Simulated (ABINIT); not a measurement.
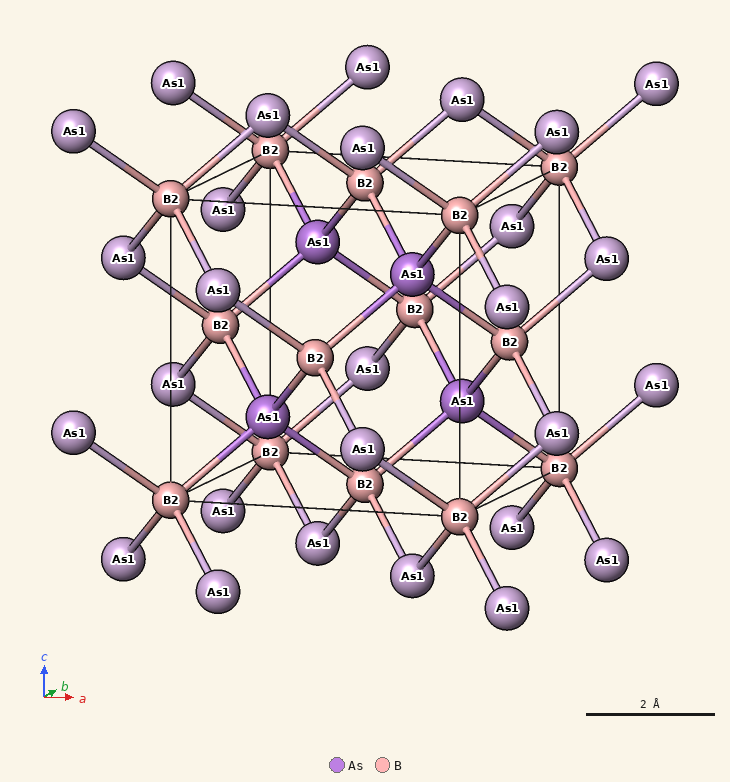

Fig. 1: The input geometry (ball-and-stick view of the cell 4 times as large as that of the calculation, set on its symmetry axes, seen slightly off an axis; neighbours outside the cell are drawn fainter; atoms are numbered from 1 in the order of the input). Near neighbours in the crystal (not all of them lie inside the picture): As has 4 B at 2.07 Å; B has 4 As at 2.07 Å.

**Run report: BAs, dielectric calculation (part 1 of 3)**

System: BAs (F-43m, 2 atoms in the cell).
Method: Kohn-Sham DFT of a periodic cell, PBE, spin-orbit coupling, Ansatz PAW PBE default generated set, frozen core, no spin polarisation (ABINIT 10.8.3).

The structure derives from an entry of the Crystallography Open Database.

What the program printed
```
.Version 10.8.3 of ABINIT
 DATASET    1 : space group F2 3 (#196); Bravais cF (face-center cubic)
================================================================================
 Values of the parameters that define the memory need for DATASET  1.
     intxc =       0    ionmov =       0      iscf =      17    lmnmax =      30
     lnmax =       8     mgfft =      20  mpssoang =       4    mqgrid =    3001
     natom =       2  nloc_mem =       2    nspden =       1   nspinor =       2
    nsppol =       1      nsym =      12    n1xccc =       1    ntypat =       2
    occopt =       1   xclevel =       2
       mpw =         373          nfft =        8000          nkpt =          76
 PAW method is used; the additional fine FFT grid is defined by:
   mgfftf=        30    nfftf =     27000
================================================================================
================================================================================

 DATASET    2 : space group F2 3 (#196); Bravais cF (face-center cubic)
================================================================================
 Values of the parameters that define the memory need for DATASET  2 (RF).
     intxc =       0      iscf =      -3    lmnmax =      30     lnmax =       8
     mgfft =      20  mpssoang =       4    mqgrid =    3001     natom =       2
  nloc_mem =       2    nspden =       1   nspinor =       2    nsppol =       1
      nsym =      12    n1xccc =       1    ntypat =       2    occopt =       1
   xclevel =       2
      nfft =        8000          nkpt =         864
================================================================================
================================================================================

 DATASET    3 : space group F2 3 (#196); Bravais cF (face-center cubic)
================================================================================
 Values of the parameters that define the memory need for DATASET  3 (RF).
     intxc =       0      iscf =       7    lmnmax =      30     lnmax =       8
     mgfft =      20  mpssoang =       4    mqgrid =    3001     natom =       2
  nloc_mem =       2    nspden =       1   nspinor =       2    nsppol =       1
      nsym =      12    n1xccc =       1    ntypat =       2    occopt =       1
   xclevel =       2
      nfft =        8000          nkpt =         864
================================================================================
================================================================================

--------------------------------------------------------------------------------
------------- Echo of variables that govern the present computation ------------
--------------------------------------------------------------------------------
 -outvars: echo values of preprocessed input variables --------
            acell      1.0000000000E+00  1.0000000000E+00  1.0000000000E+00 Bohr
              amu      7.49215900E+01  1.08110000E+01
           diemac      6.00000000E+00
             ecut      1.20000000E+01 Hartree
           getddk1          0
           getddk2          0
           getddk3          2
           getwfk1          0
           getwfk2          1
           getwfk3          1
             iscf1         17
             iscf2         -3
             iscf3          7
              ixc          11
           jdtset        1    2    3
                       outvar_i_n : Printing only first  50 k-points.
           kptopt1          4
           kptopt2          3
           kptopt3          3
         kptrlatt        6   -6    6     -6    6    6     -6   -6    6
          kptrlen      5.41633302E+01
            natom           2
            nband1         18
            nband2         18
            nband3         18
           ndtset           3
            ngfft          20      20      20
          ngfftdg          30      30      30
             nkpt1         76
             nkpt2        864
             nkpt3        864
             nqpt1          0
             nqpt2          1
             nqpt3          1
          nspinor           2
            nstep          80
             nsym          12
           ntypat           2
        optdriver1          0
        optdriver2          1
        optdriver3          1
        pawcpxocc           2
        pawecutdg      2.40000000E+01 Hartree
          pawovlp      3.0000000000E+01
        pawspnorb           1
         pawxcdev           0
           prtden           0
        prtebands           0
           prteig           0
            prtwf1          1
            prtwf2          1
            prtwf3          0
           rfelfd1          0
           rfelfd2          2
           rfelfd3          3
            rprim      0.0000000000E+00  4.5136108487E+00  4.5136108487E+00
                       4.5136108487E+00  0.0000000000E+00  4.5136108487E+00
                       4.5136108487E+00  4.5136108487E+00  0.0000000000E+00
           shiftk      5.00000000E-01  5.00000000E-01  5.00000000E-01
          spgroup         196
           tolvrs1     1.00000000E-11
           tolvrs2     0.00000000E+00
           tolvrs3     1.00000000E-08
           tolwfr1     1.00000000E-15
           tolwfr2     1.00000000E-18
           tolwfr3     0.00000000E+00
            typat      1  2
           useylm           1
                       outvars : Printing only first  50 k-points.
           xangst      3.5827499976E+00  3.5827499976E+00  3.5827499976E+00
                       0.0000000000E+00  0.0000000000E+00  0.0000000000E+00
            xcart      6.7704162730E+00  6.7704162730E+00  6.7704162730E+00
                       0.0000000000E+00  0.0000000000E+00  0.0000000000E+00
             xred      7.5000000000E-01  7.5000000000E-01  7.5000000000E-01
                       0.0000000000E+00  0.0000000000E+00  0.0000000000E+00
            znucl       33.00000    5.00000

================================================================================

 chkinp: Checking input parameters for consistency, jdtset=   1.

 chkinp: Checking input parameters for consistency, jdtset=   2.

 chkinp: Checking input parameters for consistency, jdtset=   3.

================================================================================
== DATASET  1 ==================================================================

--- !DatasetInfo
iteration_state: {dtset: 1, }
dimensions: {natom: 2, nkpt: 76, mband: 18, nsppol: 1, nspinor: 2, nspden: 1, mpw: 373, }
cutoff_energies: {ecut:  12.0, pawecutdg:  24.0, }
electrons: {nelect:   1.80000000E+01, charge:   0.00000000E+00, occopt:   1.00000000E+00, tsmear:   1.00000000E-02, }
meta: {optdriver: 0, ionmov: 0, optcell: 0, iscf: 17, paral_kgb: 0, }
...

 Exchange-correlation functional for the present dataset will be:
  GGA: Perdew-Burke-Ernzerhof functional - ixc=11
  J.P.Perdew, K.Burke, M.Ernzerhof, PRL 77, 3865 (1996)

 Real(R)+Recip(G) space primitive vectors, cartesian coordinates (Bohr,Bohr^-1):
 R(1)=  0.0000000  4.5136108  4.5136108  G(1)= -0.1107761  0.1107761  0.1107761
 R(2)=  4.5136108  0.0000000  4.5136108  G(2)=  0.1107761 -0.1107761  0.1107761
 R(3)=  4.5136108  4.5136108  0.0000000  G(3)=  0.1107761  0.1107761 -0.1107761
 Unit cell volume ucvol=  1.8390873E+02 bohr^3
 Angles (23,13,12)=  6.00000000E+01  6.00000000E+01  6.00000000E+01 degrees

 Coarse grid specifications (used for wave-functions):

 getcut: wavevector=  0.0000  0.0000  0.0000  ngfft=  20  20  20
         ecut(hartree)=     12.000   => boxcut(ratio)=   2.00926

 Fine grid specifications (used for densities):

 getcut: wavevector=  0.0000  0.0000  0.0000  ngfft=  30  30  30
         ecut(hartree)=     24.000   => boxcut(ratio)=   2.13350

--- Pseudopotential description ------------------------------------------------
- pspini: atom type   1  psp file is ./As.GGA_PBE-ansatz.xml
 Pseudopotential format is: paw10
 basis_size (lnmax)=  8 (lmn_size= 30), orbitals=   0   0   1   1   2   2   2   3
 Spheres core radius: rc_sph= 2.63805767
 Shapefunction is NUMERIC type: directly read from atomic data file
 Radius for shape functions =  2.63805767
 Compensation charge density is not taken into account in XC energy/potential

- pspini: atom type   2  psp file is ./B.GGA_PBE-ansatz.xml
 Pseudopotential format is: paw10
 basis_size (lnmax)=  5 (lmn_size= 13), orbitals=   0   0   1   1   2
 Spheres core radius: rc_sph= 2.17696450
 Shapefunction is NUMERIC type: directly read from atomic data file
 Radius for shape functions =  2.17696450
 Compensation charge density is not taken into account in XC energy/potential

   8.33942308E+02                                ecore*ucvol(ha*bohr**3)
--------------------------------------------------------------------------------

================================================================================

--- !BeginCycle
iteration_state: {dtset: 1, }
solver: {iscf: 17, nstep: 80, nline: 4, wfoptalg: 10, }
tolerances: {tolwfr: 1.00E-15, tolvrs: 1.00E-11, }
...

     iter   Etot(hartree)      deltaE(h)  residm     nres2
 ETOT  1  -115.91725632873    -1.159E+02 2.061E+01 2.961E+00
 ETOT  2  -116.72756424703    -8.103E-01 1.041E-01 8.691E-01
 ETOT  3  -116.72598764195     1.577E-03 1.800E-03 2.108E-01
 ETOT  4  -116.72560134103     3.863E-04 3.927E-05 7.835E-03
 ETOT  5  -116.72559215733     9.184E-06 1.578E-06 8.919E-04
 ETOT  6  -116.72559862513    -6.468E-06 9.760E-07 1.018E-04
 ETOT  7  -116.72559772654     8.986E-07 1.923E-07 2.265E-06
 ETOT  8  -116.72559776095    -3.440E-08 2.804E-09 6.071E-07
 ETOT  9  -116.72559776193    -9.854E-10 1.696E-10 1.148E-08
 ETOT 10  -116.72559776194    -1.265E-11 2.156E-11 5.566E-10
 ETOT 11  -116.72559776195    -2.814E-12 1.690E-12 5.667E-11
 ETOT 12  -116.72559776195     5.826E-13 4.047E-14 3.582E-12
 ETOT 13  -116.72559776195    -8.527E-14 9.996E-16 2.684E-13

 At SCF step   13  max residual=  1.00E-15 < tolwfr=  1.00E-15 AND nres2   =  2.68E-13 < tolvrs=  1.00E-11 =>converged.

 Cartesian components of stress tensor (hartree/bohr^3)
  sigma(1 1)= -2.55019679E-05  sigma(3 2)=  0.00000000E+00
  sigma(2 2)= -2.55019679E-05  sigma(3 1)=  0.00000000E+00
  sigma(3 3)= -2.55019679E-05  sigma(2 1)=  0.00000000E+00

--- !ResultsGS
iteration_state: {dtset: 1, }
comment   : Summary of ground state results
lattice_vectors:
- [  0.0000000,   4.5136108,   4.5136108, ]
- [  4.5136108,   0.0000000,   4.5136108, ]
- [  4.5136108,   4.5136108,   0.0000000, ]
lattice_lengths: [   6.38321,    6.38321,    6.38321, ]
lattice_angles: [ 60.000,  60.000,  60.000, ] # degrees, (23, 13, 12)
lattice_volume:   1.8390873E+02
convergence: {deltae: -8.527E-14, res2:  2.684E-13, residm:  9.996E-16, diffor: null, }
etotal    :  -1.16725598E+02
entropy   :   0.00000000E+00
fermie    :   1.51587847E-01
cartesian_stress_tensor: # hartree/bohr^3
- [ -2.55019679E-05,   0.00000000E+00,   0.00000000E+00, ]
- [  0.00000000E+00,  -2.55019679E-05,   0.00000000E+00, ]
- [  0.00000000E+00,   0.00000000E+00,  -2.55019679E-05, ]
pressure_GPa:   7.5029E-01
xred      :
- [  7.5000E-01,   7.5000E-01,   7.5000E-01, As]
- [  0.0000E+00,   0.0000E+00,   0.0000E+00,  B]
cartesian_forces: # hartree/bohr
- [ -0.00000000E+00,  -0.00000000E+00,  -0.00000000E+00, ]
- [ -0.00000000E+00,  -0.00000000E+00,  -0.00000000E+00, ]
force_length_stats: {min:   0.00000000E+00, max:   0.00000000E+00, mean:   0.00000000E+00, }
...

 Integrated electronic density in atomic spheres:
 ------------------------------------------------
 Atom  Sphere_radius  Integrated_density
    1        2.63806         14.67277332
    2        2.17696          3.07601529

================================================================================

 ----iterations are completed or convergence reached----

 Mean square residual over all n,k,spin=   27.043E-17; max=  99.961E-17
 reduced coordinates (array xred) for    2 atoms
       0.750000000000      0.750000000000      0.750000000000
       0.000000000000      0.000000000000      0.000000000000
 rms dE/dt=  0.0000E+00; max dE/dt=  0.0000E+00; dE/dt below (all hartree)
    1       0.000000000000      0.000000000000      0.000000000000
    2       0.000000000000      0.000000000000      0.000000000000

 cartesian coordinates (angstrom) at end:
    1      3.58274999759430     3.58274999759430     3.58274999759430
    2      0.00000000000000     0.00000000000000     0.00000000000000

 cartesian forces (hartree/bohr) at end:
    1     -0.00000000000000    -0.00000000000000    -0.00000000000000
    2     -0.00000000000000    -0.00000000000000    -0.00000000000000
 frms,max,avg= 0.0000000E+00 0.0000000E+00   0.000E+00  0.000E+00  0.000E+00 h/b

 cartesian forces (eV/Angstrom) at end:
    1     -0.00000000000000    -0.00000000000000    -0.00000000000000
    2     -0.00000000000000    -0.00000000000000    -0.00000000000000
 frms,max,avg= 0.0000000E+00 0.0000000E+00   0.000E+00  0.000E+00  0.000E+00 e/A
 length scales=  1.000000000000  1.000000000000  1.000000000000 bohr
              =  0.529177210544  0.529177210544  0.529177210544 angstroms
 Fermi (or HOMO) energy (hartree) =   0.15159   Average Vxc (hartree)=  -0.39024
 Eigenvalues (hartree) for nkpt=  76  k points:
 kpt#   1, nband= 18, wtk=  0.01389, kpt= -0.0833 -0.1667  0.0000 (reduced coord)
  -1.17592   -1.17590   -1.17589   -1.17589   -1.14955   -1.14955   -1.14910   -1.14909
  -1.14906   -1.14904   -0.39379   -0.39379    0.07007    0.07127    0.11427    0.11476
   0.12729    0.12902
 prteigrs : prtvol=0 or 1, do not print more k-points.

--- !EnergyTerms
iteration_state     : {dtset: 1, }
comment             : Components of total free energy in Hartree
kinetic             :  5.59012604410817E+00
hartree             :  3.45519935789593E+01
xc                  : -4.09589830030492E+00
Ewald energy        : -6.34210613756691E+01
psp_core            :  4.53454455853707E+00
local_psp           : -6.67898840484199E+01
PAW spherical_terms : -2.70954182606985E+01
total_energy        : -1.16725597803488E+02
total_energy_eV     : -3.17626532662374E+03
...

--- !EnergyTermsDC
iteration_state     : {dtset: 1, }
comment             : '"Double-counting" decomposition of free energy'
band_energy         : -1.22743960395746E+01
Ewald energy        : -6.34210613756691E+01
psp_core            :  4.53454455853707E+00
xc_dc               : -3.43225729347183E+01
PAW spherical_terms : -1.12421119705208E+01
total_energy_dc     : -1.16725597761946E+02
total_energy_dc_eV  : -3.17626532549332E+03
...

--- !EnergyTermsWithPAWCore
iteration_state     : {dtset: 1, }
comment             : 'Components of total free energy, including PAW core contributions'
Total energy        : -2.25816584806007E+03
Total energy DC     : -2.25816584801853E+03
Total energy (eV)   : -6.14478230990459E+04
Total energy DC (eV): -6.14478230979155E+04
...

 Cartesian components of stress tensor (hartree/bohr^3)
  sigma(1 1)= -2.55019679E-05  sigma(3 2)=  0.00000000E+00
  sigma(2 2)= -2.55019679E-05  sigma(3 1)=  0.00000000E+00
  sigma(3 3)= -2.55019679E-05  sigma(2 1)=  0.00000000E+00

-Cartesian components of stress tensor (GPa)         [Pressure=  7.5029E-01 GPa]
- sigma(1 1)= -7.50293800E-01  sigma(3 2)=  0.00000000E+00
- sigma(2 2)= -7.50293800E-01  sigma(3 1)=  0.00000000E+00
- sigma(3 3)= -7.50293800E-01  sigma(2 1)=  0.00000000E+00

================================================================================
== DATASET  2 ==================================================================

--- !DatasetInfo
iteration_state: {dtset: 2, }
dimensions: {natom: 2, nkpt: 864, mband: 18, nsppol: 1, nspinor: 2, nspden: 1, mpw: 373, }
cutoff_energies: {ecut:  12.0, pawecutdg:  24.0, }
electrons: {nelect:   1.80000000E+01, charge:   0.00000000E+00, occopt:   1.00000000E+00, tsmear:   1.00000000E-02, }
meta: {optdriver: 1, rfelfd: 2, }
...

 mkfilename : getwfk/=0, take file _WFK from output of DATASET   1.

 Exchange-correlation functional for the present dataset will be:
  GGA: Perdew-Burke-Ernzerhof functional - ixc=11
  J.P.Perdew, K.Burke, M.Ernzerhof, PRL 77, 3865 (1996)

 Real(R)+Recip(G) space primitive vectors, cartesian coordinates (Bohr,Bohr^-1):
 R(1)=  0.0000000  4.5136108  4.5136108  G(1)= -0.1107761  0.1107761  0.1107761
 R(2)=  4.5136108  0.0000000  4.5136108  G(2)=  0.1107761 -0.1107761  0.1107761
 R(3)=  4.5136108  4.5136108  0.0000000  G(3)=  0.1107761  0.1107761 -0.1107761
 Unit cell volume ucvol=  1.8390873E+02 bohr^3
 Angles (23,13,12)=  6.00000000E+01  6.00000000E+01  6.00000000E+01 degrees
 setup1 : take into account q-point for computing boxcut.

 Coarse grid specifications (used for wave-functions):

 getcut: wavevector=  0.0000  0.0000  0.0000  ngfft=  20  20  20
         ecut(hartree)=     12.000   => boxcut(ratio)=   2.00926

 Fine grid specifications (used for densities):

 getcut: wavevector=  0.0000  0.0000  0.0000  ngfft=  30  30  30
         ecut(hartree)=     24.000   => boxcut(ratio)=   2.13350
```
